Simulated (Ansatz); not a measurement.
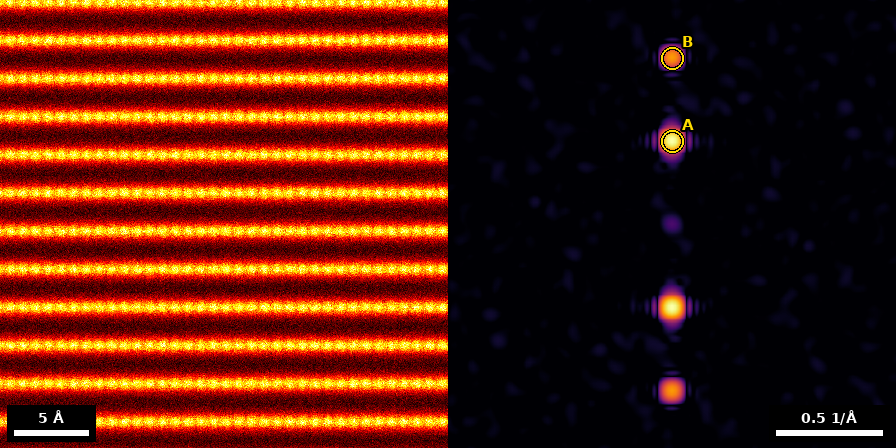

Integrated-DPC-like image of a crystal. Simulated as the projected potential of neutral atoms (B = 0.5 Å²) blurred by a 0.50 Å probe, the thin-sample limit of integrated differential phase contrast. Shot noise was added.

The right panel is the modulus of the image's Fourier transform on a logarithmic scale.

Which lattice spacings do the marked spots stand for, and what angle do A and B enclose?

Answer. A: 2.6 Å, B: 1.3 Å; A and B enclose about 0°.

The crystal is Mg (Im-3m, No. 229) along [221]; the spots are (1 -1 0) and (2 -2 0). Structure: coordinates from a relaxation with DFT, revPBE, plane waves (420 eV) with PAW, scalar-relativistic in Ansatz 0.2.0; the starting structure was generated, so it need not be a known form of this composition.
